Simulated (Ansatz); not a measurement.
# BeSe₅: what the fields show

```
Be Se
1.0
     6.92904    0.00000    0.00000
    -3.46452    6.00073    0.00000
     0.00000    0.00000    9.17121
Be Se
3 15
Direct
  0.33333 0.66667 0.16667
  0.00000 0.00000 0.50000
  0.66667 0.33333 0.83333
  0.50000 0.00000 0.00000
  0.16667 0.33333 0.33333
  0.83333 0.66667 0.66667
  0.00000 0.00000 0.15184
  0.66667 0.33333 0.48517
  0.33333 0.66667 0.81850
  0.00000 0.50000 0.00000
  0.66667 0.83333 0.33333
  0.33333 0.16667 0.66667
  0.50000 0.50000 0.00000
  0.16667 0.83333 0.33333
  0.83333 0.16667 0.66667
  0.66667 0.33333 0.18150
  0.33333 0.66667 0.51483
  0.00000 0.00000 0.84816
```

Space group R-3m; a structure generated by program, which may or may not match a known phase.

The calculation used DFT PBE, scalar-relativistic, plane waves, PAW in Ansatz.

Core electrons are frozen (PAW), and the valence fields are smoothed inside the atomic spheres.

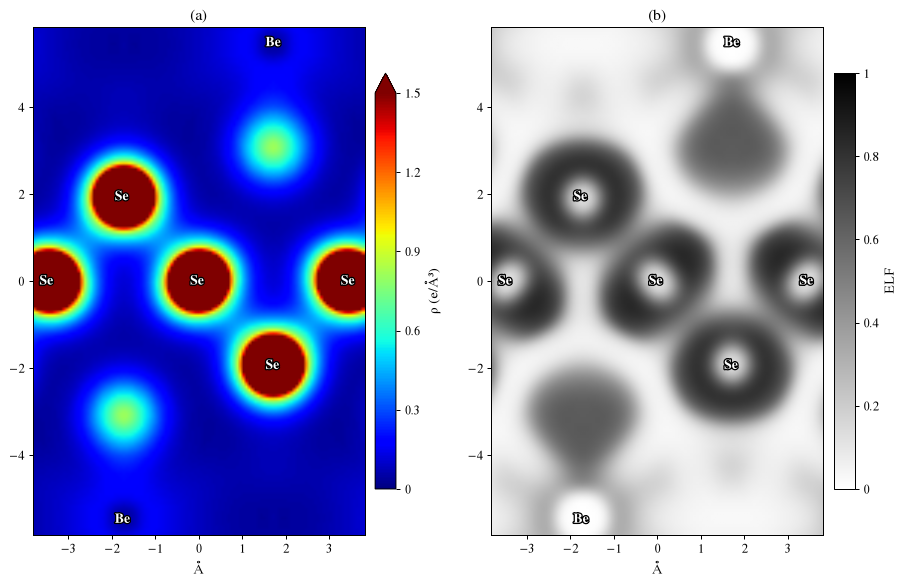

Figure 1. (a) valence electron density; (b) electron localisation function on the (011) plane of the conventional cell.

Interpret the plot.

Answer. The plane passes through Be and Se nuclei.
Atoms just off the plane (Se, 0.8 Å away) can leave unmarked features too.
Se–Se (2.60 Å): the density is about 0.43 e/Å³ at the midpoint; the ELF is about 0.55 at the midpoint.
Between the atoms the lowest density in this plane is 0.03 e/Å³.
The ELF also peaks beside Se, away from the bonds: lone-pair regions.

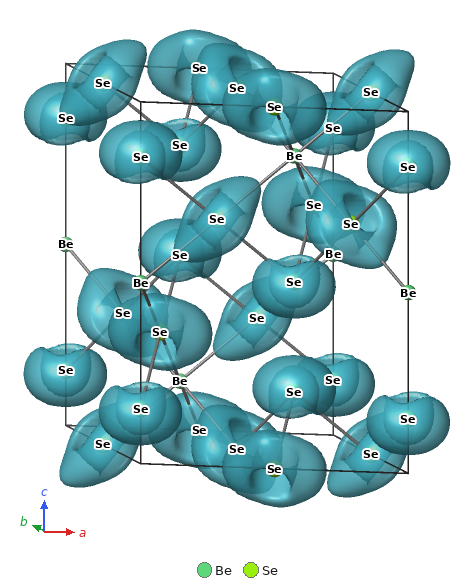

Figure 2. Isosurface of the electron localisation function at 0.75 (cyan), seen slightly off an axis. Core shells and regions of very low density are left out. Sticks mark near contacts.

What do the ELF domains correspond to?

Answer. The surface consists of 15 regions wrapped around Se (the valence shell of each), counted in one cell of 18 atoms. Regions shared between cells count once. Along the contacts the grid gives the following. Be–Se (2.52 Å): the ELF is about 0.80 at the midpoint.

Does the calculation give a band gap?

Answer. It is metallic or semimetallic at this level of theory: no gap opens.
